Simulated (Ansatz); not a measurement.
Nudged elastic band, with input and output: Pt$_{6}$HS$_{12}$ (part 2 of 2)

The same run, continued: Pt$_{6}$HS$_{12}$ (defect cell, 19 atoms in the cell); DFT PBE+D3(BJ), scalar-relativistic, plane waves, PAW, no spin polarisation (Ansatz 0.2.0); cutoff 420 eV, 4×4×3 k-mesh, Gaussian smearing of 0.1 eV. The structure derives from an entry of the Crystallography Open Database. It belongs to a series of runs on one base structure; here: climbing-image band for the jump of H by 1.78 A.

Geometry of the input (Å; fractional positions):
```
0.0000  -6.2065  0.0000
5.3750  3.1032  0.0000
0.0000  0.0000  9.3245
Pt 0.6668  0.3451  -0.0077
Pt 0.6665  0.3220  0.5076
Pt 0.0016  0.0070  -0.0070
Pt 0.0013  -0.0053  0.5070
Pt 0.3320  0.6722  -0.0069
Pt 0.3317  0.6599  0.5069
S  0.3344  0.3398  0.1231
S  0.3346  0.3271  0.6349
S  0.6668  0.0003  0.1227
S  0.6664  -0.0131  0.6409
S  -0.0009  0.6723  0.1231
S  -0.0015  0.6591  0.6349
S  0.6666  0.6663  0.3775
S  0.6667  0.6802  0.8589
S  -0.0012  0.3270  0.3768
S  -0.0013  0.3400  0.8650
S  0.3342  0.9946  0.3769
S  0.3349  1.0079  0.8651
H  -0.3317  -0.1656  0.2498
```

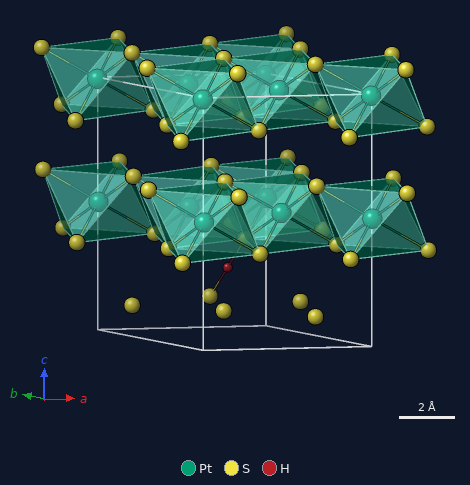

The input geometry (polyhedral view of the cell of the calculation, seen at an oblique angle; polyhedra are completed across the faces of the cell).

Output, continued:
```
  k-point 0: bands = ["-87.3239", "-87.3228", "-87.2390", "-87.1853", "-87.1828", "-87.1219", "-41.6133", "-41.6095", "-41.5482", "-41.5432", "-41.5084", "-41.4803", "-41.4578", "-41.4556", "-41.4409", "-41.4379", "-41.4320", "-41.4283", "-41.3851", "-41.3848", "-41.3674", "-41.3148", "-41.3116", "-41.2510", "-3.7275", "-2.8060", "-2.2003", "-1.4881", "-1.2017", "-1.1899", "-1.1295", "-1.1174", "-1.0908", "-1.0670", "-1.0186", "-0.0172", "3.7768", "5.0269", "5.0644", "5.2381", "5.3592", "5.3627", "5.5631", "5.5799", "5.5892", "5.6193", "5.6223", "5.7886", "5.9136", "5.9256", "6.0311", "6.0852", "6.0947", "6.4586", "7.0775", "7.5459", "7.5585", "7.5851", "7.7510", "7.7709", "7.8278", "7.8495", "7.8514", "7.9177", "8.2372", "8.2448", "8.4028", "8.4085", "8.5548", "8.5899", "8.7838", "8.7997", "8.8415", "9.6976", "9.7180", "9.7320", "9.9163", "9.9510", "9.9816", "10.0504", "10.3377", "10.3420", "10.4478", "10.6213", "10.6433", "10.6838", "10.9373", "10.9390", "10.9707", "12.3901", "12.5248", "12.6832", "12.7206", "12.7684", "13.5541", "13.6416", "14.3525", "14.5753", "14.5886", "14.6031", "14.7713", "14.7851", "15.4198", "16.6574", "16.7903", "17.3057", "17.5608", "18.2175", "19.0995", "19.1555"]
  k-point 1: bands = ["-87.3239", "-87.3228", "-87.2390", "-87.1853", "-87.1828", "-87.1219", "-41.6133", "-41.6095", "-41.5482", "-41.5432", "-41.5084", "-41.4803", "-41.4578", "-41.4556", "-41.4409", "-41.4379", "-41.4320", "-41.4283", "-41.3851", "-41.3848", "-41.3674", "-41.3148", "-41.3116", "-41.2510", "-3.6388", "-3.0760", "-2.0930", "-1.2031", "-1.1882", "-1.1382", "-1.1205", "-1.1184", "-1.1000", "-1.0601", "-1.0206", "-0.3826", "3.9672", "5.1061", "5.1708", "5.4198", "5.4239", "5.4772", "5.6044", "5.6075", "5.6313", "5.6569", "5.6573", "5.6593", "5.7517", "5.7751", "5.8631", "5.8788", "5.9406", "6.2160", "6.8327", "7.6230", "7.6321", "7.6540", "7.7628", "7.7896", "7.7992", "7.8629", "8.1944", "8.2022", "8.2439", "8.2487", "8.3954", "8.4018", "8.5467", "8.5875", "8.8353", "8.8673", "9.1054", "9.3501", "9.3787", "9.8164", "10.0026", "10.0470", "10.0656", "10.0873", "10.3323", "10.3823", "10.3850", "10.4488", "10.5044", "10.5328", "10.7896", "10.8000", "11.1525", "12.0059", "12.8974", "13.1423", "13.1771", "13.2358", "13.7811", "13.8692", "13.8939", "14.1114", "14.1317", "14.1435", "14.4688", "14.5014", "15.7111", "16.8409", "17.2823", "17.3395", "17.8681", "18.3239", "18.5118", "18.6542"]
  k-point 2: bands = ["-87.3239", "-87.3228", "-87.2390", "-87.1853", "-87.1828", "-87.1219", "-41.6136", "-41.6092", "-41.5476", "-41.5434", "-41.5088", "-41.4803", "-41.4575", "-41.4559", "-41.4412", "-41.4378", "-41.4310", "-41.4287", "-41.3851", "-41.3849", "-41.3676", "-41.3147", "-41.3117", "-41.2510", "-3.5222", "-2.6432", "-2.1484", "-1.6175", "-1.4699", "-1.3992", "-1.2563", "-1.1870", "-1.1473", "-0.9515", "-0.8935", "-0.1921", "3.7371", "4.7679", "4.9593", "5.0684", "5.3306", "5.3456", "5.4492", "5.5221", "5.6823", "5.7583", "5.7808", "5.9707", "6.0760", "6.1854", "6.4216", "6.7502", "6.7872", "6.8318", "7.0538", "7.0972", "7.1283", "7.2171", "7.4461", "7.7211", "7.8440", "7.8693", "7.9093", "8.0685", "8.0833", "8.1240", "8.6238", "8.7879", "8.8503", "8.9737", "8.9786", "9.1053", "9.1307", "9.2483", "9.3091", "9.4220", "9.5069", "9.6027", "9.7653", "9.8146", "9.9948", "10.1503", "10.2880", "10.5495", "10.6398", "10.7322", "10.7963", "11.3701", "11.7706", "12.0023", "12.7795", "12.9230", "13.3543", "13.4223", "13.6117", "13.6995", "13.7393", "13.9429", "14.0031", "14.1059", "14.2457", "14.5022", "16.2320", "17.0631", "17.1323", "17.7838", "18.1561", "18.2413", "18.2573", "18.3355"]
  k-point 25: bands = ["-87.3239", "-87.3228", "-87.2390", "-87.1853", "-87.1828", "-87.1219", "-41.6138", "-41.6089", "-41.5463", "-41.5444", "-41.5091", "-41.4803", "-41.4572", "-41.4562", "-41.4418", "-41.4362", "-41.4318", "-41.4286", "-41.3851", "-41.3849", "-41.3678", "-41.3145", "-41.3118", "-41.2510", "-3.1951", "-2.3872", "-2.2614", "-2.0294", "-1.6799", "-1.5121", "-1.2604", "-1.0795", "-1.0738", "-0.9283", "-0.7237", "-0.6755", "3.6973", "4.5334", "4.8018", "5.1444", "5.3525", "5.5433", "5.6586", "5.7431", "5.9158", "5.9717", "6.0404", "6.0992", "6.2458", "6.3237", "6.5449", "6.5720", "6.6394", "6.6673", "6.8746", "6.9697", "7.2087", "7.2817", "7.4837", "7.5909", "7.6342", "7.7865", "7.8481", "7.9624", "8.2758", "8.5420", "8.7644", "8.8864", "8.9277", "8.9625", "9.0614", "9.0997", "9.1373", "9.1472", "9.1891", "9.2457", "9.5087", "9.7313", "9.8473", "10.0399", "10.2557", "10.3343", "10.3719", "10.4081", "10.5346", "10.5786", "10.9943", "11.0931", "11.2929", "11.4501", "12.7755", "12.9807", "13.3723", "13.4350", "13.5211", "13.5861", "13.7837", "13.9577", "14.1052", "14.1282", "14.1455", "14.3897", "16.2101", "17.0039", "17.4010", "17.6518", "17.7817", "17.8645", "17.9316", "18.1013"]
this run last wrote the band of iteration 6 to [file]
--- NEB band (7 images, 6 band iterations, 228 SCF iterations) ---
  forward barrier  = 0.096458 eV
  backward barrier = 0.096458 eV
  lagrangian_above_aufbau_ev (what the smearing adds, to first order; not taken off the barriers): saddle image -0.018432 eV, end points -0.016620 and -0.016620 eV
  climbing image's point = of an order that was not read
  energies are F+E_penalty+E_count in eV, relative to image 0
  image     s (Å)  Δ vs image 0  max|band force component| (eV/Å)
      0    0.0000      0.000000                                 —
      1    0.3715      0.055145                          4.519e-2
  *   2    0.7429      0.096458                          1.371e-2
      3    1.0794      0.092386                          1.876e-2
      4    1.4160      0.095095                          9.581e-3
      5    1.7525      0.047748                          1.346e-2
      6    2.0890     -0.000000                                 —
  climbing-image geometry (image 2):
  cell:  # Å, volume = 311.0628 Å³
    - [0.0, -6.2064721004, 0.0]
    - [5.3749625069, 3.1032360502, 0.0]
    - [0.0, 0.0, 9.3245486798]
  atoms:
    - { symbol: Pt, position: [0.6696368242705388, 0.34148046631687035, -0.004795467248840504] }
    - { symbol: Pt, position: [0.6694888860356863, 0.33135973983134837, 0.5072725046372638] }
    - { symbol: Pt, position: [0.007834268495631588, 0.0005676742116279423, -0.006676230620163661] }
    - { symbol: Pt, position: [0.003585032481376757, -0.0012675902821417673, 0.5070104702440658] }
    - { symbol: Pt, position: [0.33135640575334113, 0.6623028844190215, -0.0065588153629673445] }
    - { symbol: Pt, position: [0.33532717298228093, 0.6645700922026098, 0.5070933124081404] }
    - { symbol: S, position: [0.3354904181226798, 0.3344696549233584, 0.12647254121283844] }
    - { symbol: S, position: [0.336294145410942, 0.33194821485264003, 0.6362961547610426] }
    - { symbol: S, position: [0.6697579544402859, -0.002002754387507876, 0.10993536914001309] }
    - { symbol: S, position: [0.6695511121852197, -0.0031037132355950293, 0.6365571634106274] }
    - { symbol: S, position: [0.0037332629921493776, 0.6686951954755677, 0.1264796201940592] }
    - { symbol: S, position: [0.002581111679563264, 0.6652186070714878, 0.6362948500750033] }
    - { symbol: S, position: [0.6694194262786759, 0.6652240123624561, 0.37706505006767654] }
    - { symbol: S, position: [0.6695395041510626, 0.6672610158193728, 0.8612817564474325] }
    - { symbol: S, position: [0.0031559117965473393, 0.33275670713173394, 0.37681353876537904] }
    - { symbol: S, position: [0.0023212564271803404, 0.33494752390933136, 0.8635429275728812] }
    - { symbol: S, position: [0.3356403754947066, 0.9989962168496735, 0.37686388801657994] }
    - { symbol: S, position: [0.3369780449089691, 1.0021859139864957, 0.863594864436876] }
    - { symbol: H, position: [-0.32929258104017006, -0.05002889969168346, 0.25491330794209366] }
```

The last band as extended XYZ (Å, eV, eV/Å):
```
19
Lattice="0.0000 -6.2065 0.0000 5.3750 3.1032 0.0000 0.0000 0.0000 9.3245" Properties=species:S:1:pos:R:3:forces:R:3 image=0 energy=-85991.80481
Pt    1.8548   -3.0678   -0.0719    0.0027   0.0045  -0.0181
Pt    1.7309   -3.1374    4.7336   -0.0077  -0.0059   0.0160
Pt    0.0378    0.0121   -0.0656    0.0041   0.0037  -0.0117
Pt   -0.0285   -0.0247    4.7272   -0.0063   0.0016   0.0129
Pt    3.6128    0.0255   -0.0644    0.0096  -0.0005  -0.0158
Pt    3.5468   -0.0110    4.7264   -0.0016  -0.0070   0.0175
S     1.8264   -1.0212    1.1482    0.0014   0.0008  -0.0046
S     1.7581   -1.0614    5.9205    0.0021  -0.0041  -0.0004
S     0.0019   -4.1377    1.1437    0.0069   0.0047  -0.0109
S    -0.0702   -4.1767    5.9757   -0.0011  -0.0062   0.0097
S     3.6134    2.0920    1.1481   -0.0024  -0.0021  -0.0048
S     3.5425    2.0544    5.9206   -0.0032   0.0012   0.0002
S     3.5814   -2.0695    3.5196   -0.0005  -0.0020   0.0027
S     3.6562   -2.0272    8.0092   -0.0061  -0.0017  -0.0034
S     1.7574    1.0218    3.5134    0.0030   0.0019   0.0068
S     1.8272    1.0631    8.0658   -0.0031  -0.0006   0.0025
S     5.3457    1.0123    3.5141    0.0104   0.0025  -0.0003
S     5.4175    1.0494    8.0663    0.0010  -0.0023   0.0002
H    -0.8901    1.5451    2.3296   -0.0093   0.0114   0.0013
19
Lattice="0.0000 -6.2065 0.0000 5.3750 3.1032 0.0000 0.0000 0.0000 9.3245" Properties=species:S:1:pos:R:3:forces:R:3 image=1 energy=-85991.74966
Pt    1.8435   -3.0827   -0.0624    0.0150   0.0040  -0.0140
Pt    1.7628   -3.1287    4.7334   -0.0006   0.0001  -0.0012
Pt    0.0129   -0.0204   -0.0676    0.0201   0.0162  -0.0042
Pt   -0.0139   -0.0246    4.7307    0.0049   0.0006   0.0062
Pt    3.5806    0.0071   -0.0680    0.0221   0.0051   0.0012
Pt    3.5625   -0.0131    4.7311    0.0076   0.0045  -0.0016
S     1.8084   -1.0354    1.1607    0.0148   0.0073  -0.0124
S     1.7762   -1.0597    5.9283    0.0079  -0.0016  -0.0046
S    -0.0085   -4.1525    1.0790   -0.0068  -0.0003   0.0695
S    -0.0446   -4.1726    5.9573   -0.0069  -0.0016   0.0160
S     3.5989    2.0691    1.1608    0.0130   0.0137  -0.0134
S     3.5616    2.0552    5.9282    0.0005   0.0030  -0.0038
S     3.5975   -2.0699    3.5069    0.0022   0.0064   0.0083
S     3.6189   -2.0578    8.0091    0.0332   0.0194  -0.0119
S     1.7769    1.0204    3.5187    0.0060   0.0020   0.0043
S     1.8071    1.0423    8.0596    0.0148   0.0106   0.0021
S     5.3630    1.0156    3.5190    0.0043  -0.0032   0.0016
S     5.3978    1.0298    8.0594    0.0151   0.0072   0.0037
H    -0.5870    1.7190    2.3760   -0.1674  -0.0933  -0.0457
19
Lattice="0.0000 -6.2065 0.0000 5.3750 3.1032 0.0000 0.0000 0.0000 9.3245" Properties=species:S:1:pos:R:3:forces:R:3 image=2 energy=-85991.70835
Pt    1.8354   -3.0964   -0.0447   -0.0039  -0.0048  -0.0049
Pt    1.7810   -3.1269    4.7301   -0.0054   0.0026   0.0013
Pt    0.0031   -0.0469   -0.0623    0.0031  -0.0024   0.0019
Pt   -0.0068   -0.0262    4.7276   -0.0014   0.0014   0.0037
Pt    3.5599   -0.0013   -0.0612    0.0037  -0.0026  -0.0014
Pt    3.5720   -0.0189    4.7284    0.0032   0.0020  -0.0053
S     1.7978   -1.0443    1.1793   -0.0020   0.0026  -0.0004
S     1.7842   -1.0571    5.9332    0.0032  -0.0025  -0.0020
S    -0.0108   -4.1630    1.0251    0.0039   0.0087  -0.0076
S    -0.0167   -4.1652    5.9356   -0.0032   0.0016   0.0049
S     3.5942    2.0519    1.1794   -0.0018   0.0001  -0.0009
S     3.5755    2.0483    5.9332   -0.0034  -0.0035  -0.0016
S     3.5756   -2.0904    3.5160   -0.0007   0.0009  -0.0003
S     3.5865   -2.0848    8.0311    0.0059   0.0038  -0.0019
S     1.7886    1.0130    3.5136    0.0063  -0.0020   0.0032
S     1.8003    1.0250    8.0521   -0.0017   0.0020   0.0006
S     5.3696    1.0170    3.5141    0.0018  -0.0091  -0.0019
S     5.3867    1.0186    8.0526   -0.0004   0.0003  -0.0008
H    -0.2689    1.8885    2.3770   -0.0071   0.0009   0.0134
19
Lattice="0.0000 -6.2065 0.0000 5.3750 3.1032 0.0000 0.0000 0.0000 9.3245" Properties=species:S:1:pos:R:3:forces:R:3 image=3 energy=-85991.71242
Pt    1.8206   -3.1111   -0.0531   -0.0007   0.0046  -0.0066
Pt    1.7919   -3.1293    4.7259    0.0018   0.0013  -0.0014
Pt   -0.0024   -0.0615   -0.0527    0.0013  -0.0114  -0.0023
Pt   -0.0017   -0.0291    4.7258    0.0023   0.0001  -0.0002
Pt    3.5478   -0.0068   -0.0507   -0.0001   0.0067   0.0016
Pt    3.5808   -0.0268    4.7262    0.0008   0.0026  -0.0003
S     1.7884   -1.0601    1.1852   -0.0023  -0.0040  -0.0018
S     1.7899   -1.0615    5.9319    0.0030   0.0002   0.0011
S    -0.0005   -4.1640    1.0118    0.0017   0.0008   0.0187
S    -0.0005   -4.1658    5.9303    0.0011   0.0062   0.0053
S     3.5802    2.0441    1.1852    0.0027  -0.0008  -0.0018
S     3.5818    2.0416    5.9319   -0.0012  -0.0011   0.0011
S     3.5763   -2.0988    3.5114   -0.0026   0.0007   0.0013
S     3.5764   -2.0961    8.0475    0.0050   0.0037   0.0010
S     1.7957    1.0041    3.5122    0.0018  -0.0012   0.0002
S     1.7931    1.0061    8.0454   -0.0018   0.0023  -0.0033
S     5.3732    1.0141    3.5118   -0.0021  -0.0056  -0.0002
S     5.3713    1.0135    8.0479    0.0003  -0.0073  -0.0037
H     0.0373    2.0283    2.3862   -0.0111   0.0023  -0.0089
19
Lattice="0.0000 -6.2065 0.0000 5.3750 3.1032 0.0000 0.0000 0.0000 9.3245" Properties=species:S:1:pos:R:3:forces:R:3 image=4 energy=-85991.70972
Pt    1.8089   -3.1025   -0.0626   -0.0052   0.0023  -0.0055
Pt    1.8016   -3.1219    4.7290   -0.0015   0.0005  -0.0026
Pt   -0.0075   -0.0418   -0.0634   -0.0030   0.0011  -0.0005
Pt    0.0050   -0.0270    4.7282   -0.0001   0.0007   0.0027
Pt    3.5344    0.0103   -0.0470   -0.0049   0.0059  -0.0003
Pt    3.5938   -0.0247    4.7307   -0.0005   0.0016  -0.0010
S     1.7766   -1.0475    1.1765   -0.0013  -0.0019  -0.0022
S     1.7986   -1.0545    5.9324    0.0008  -0.0003   0.0012
S     0.0086   -4.1606    1.0332    0.0029  -0.0020   0.0120
S     0.0182   -4.1671    5.9387    0.0014   0.0026   0.0022
S     3.5724    2.0618    1.1764   -0.0016   0.0004  -0.0019
S     3.5889    2.0449    5.9323   -0.0028   0.0006   0.0016
S     3.5850   -2.0899    3.5148   -0.0011   0.0006   0.0001
S     3.5706   -2.0744    8.0535    0.0002   0.0045   0.0034
S     1.7935    1.0153    3.5154    0.0007  -0.0014   0.0024
S     1.7800    1.0237    8.0267   -0.0051   0.0014  -0.0029
S     5.3784    1.0153    3.5148   -0.0018   0.0008  -0.0002
S     5.3583    1.0210    8.0538   -0.0052  -0.0014   0.0016
H     0.3270    1.8608    2.3768    0.0283  -0.0161  -0.0101
19
Lattice="0.0000 -6.2065 0.0000 5.3750 3.1032 0.0000 0.0000 0.0000 9.3245" Properties=species:S:1:pos:R:3:forces:R:3 image=5 energy=-85991.75706
Pt    1.7898   -3.0938   -0.0683   -0.0215   0.0054  -0.0023
Pt    1.8125   -3.1171    4.7316   -0.0041   0.0026   0.0002
Pt   -0.0168   -0.0168   -0.0680   -0.0170   0.0166  -0.0052
Pt    0.0142   -0.0253    4.7312   -0.0036   0.0002   0.0044
Pt    3.5277    0.0231   -0.0638   -0.0128   0.0070  -0.0135
Pt    3.6134   -0.0269    4.7348    0.0033  -0.0021   0.0013
S     1.7728   -1.0313    1.1591   -0.0102   0.0098  -0.0119
S     1.8133   -1.0490    5.9285    0.0009   0.0031  -0.0023
S     0.0079   -4.1514    1.0853   -0.0161   0.0096   0.0248
S     0.0454   -4.1736    5.9593    0.0091  -0.0023   0.0155
S     3.5631    2.0700    1.1591   -0.0130   0.0038  -0.0117
S     3.5988    2.0431    5.9285   -0.0044  -0.0014  -0.0018
S     3.5985   -2.0834    3.5193   -0.0029   0.0037   0.0031
S     3.5642   -2.0580    8.0599   -0.0134   0.0106   0.0055
S     1.7806    1.0313    3.5105   -0.0213   0.0138  -0.0069
S     1.7503    1.0491    8.0077   -0.0297   0.0169  -0.0123
S     5.3870    1.0142    3.5194   -0.0038  -0.0005   0.0020
S     5.3482    1.0321    8.0600   -0.0162   0.0046   0.0048
H     0.6138    1.7049    2.3659    0.1767  -0.1012   0.0064
19
Lattice="0.0000 -6.2065 0.0000 5.3750 3.1032 0.0000 0.0000 0.0000 9.3245" Properties=species:S:1:pos:R:3:forces:R:3 image=6 energy=-85991.80481
Pt    1.7621   -3.0777   -0.0644   -0.0096  -0.0005  -0.0158
Pt    1.8281   -3.1142    4.7264    0.0016  -0.0070   0.0175
Pt   -0.0378    0.0121   -0.0656   -0.0041   0.0037  -0.0117
Pt    0.0285   -0.0247    4.7272    0.0063   0.0016   0.0129
Pt    3.5202    0.0354   -0.0719   -0.0027   0.0045  -0.0181
Pt    3.6440   -0.0342    4.7336    0.0077  -0.0059   0.0160
S     1.7615   -1.0112    1.1481    0.0024  -0.0021  -0.0048
S     1.8325   -1.0489    5.9206    0.0032   0.0012   0.0002
S    -0.0019   -4.1377    1.1437   -0.0069   0.0047  -0.0109
S     0.0702   -4.1767    5.9757    0.0011  -0.0062   0.0097
S     3.5486    2.0820    1.1482   -0.0014   0.0008  -0.0046
S     3.6168    2.0418    5.9205   -0.0021  -0.0041  -0.0004
S     3.6176   -2.0814    3.5134   -0.0030   0.0019   0.0068
S     3.5477   -2.0401    8.0658    0.0031  -0.0006   0.0025
S     1.7935    1.0337    3.5196    0.0005  -0.0020   0.0027
S     1.7188    1.0761    8.0092    0.0061  -0.0017  -0.0034
S     5.4042    1.0123    3.5141   -0.0104   0.0025  -0.0003
S     5.3324    1.0494    8.0663   -0.0010  -0.0023   0.0002
H     0.8901    1.5451    2.3296    0.0093   0.0114   0.0013
```

Summary:

| quantity | value |
| --- | --- |
| outcome | converged |
| barrier, forward | 0.097 eV |
| barrier, backward | 0.097 eV |
| electrons treated | 181 |
| hardware | 4 threads of Arm Neoverse V1, 24 GiB of memory available, shared host |
| wall time | 18 min (CPU time 48 min) |
| peak memory | 3.7 GiB |

Spin–orbit coupling is left out, which matters for Pt. The cell holds an odd number of electrons but the run has no spin polarisation, so it comes out as a metal. The order of the saddle point was not checked.
